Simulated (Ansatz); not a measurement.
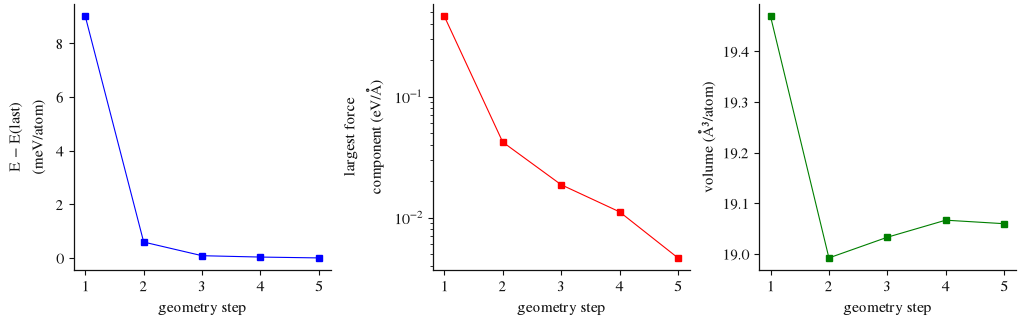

Source: calculation with Ansatz.

History of a geometry optimisation. Atoms and cell relax. A closing SCF on a freshly chosen basis isn't drawn.

```
crystal:
  lattice:
    - [2.25535, -3.8224, 0.0]
    - [2.25535, 3.8224, 0.0]
    - [0.0, 0.0, 4.5167]
  atoms:
    - { symbol: Ga, position: [0.1525, 0.8475, 0.0785] }
    - { symbol: Ga, position: [0.6525, 0.3475, 0.4215] }
    - { symbol: Ga, position: [0.8475, 0.1525, 0.9215] }
    - { symbol: Ga, position: [0.3475, 0.6525, 0.5785] }
basis:
  ecutwfc: 420
kpoints:
  mp_grid: { grid: [12, 12, 10] }
hamiltonian:
  xc: pbesol
scf:
  occupations: { method: gaussian, width: 0.1 }
output:
  forces: true
  stress: true
  eigenvalues: true
relax:
  adjacent_minimum: "off"
  f_tol: 0.005
  max_steps: 80
  cell: { stress_tol: 0.05 }
```

Question: How did it end, and what did it gain?

Answer: The optimisation met its thresholds at geometry 5, counting the start as the first. The energy fell by about 9 meV/atom from the first step to the last. The largest force component goes from about 0.46 eV/Å at the start to 5 × 10⁻³ eV/Å at the end.

Question: What happens to the cell?

Answer: The volume shrinks from 19.47 to 19.06 Å³ per atom (−2.1 %), overshooting to 18.99 at step 2. The start was expanded.
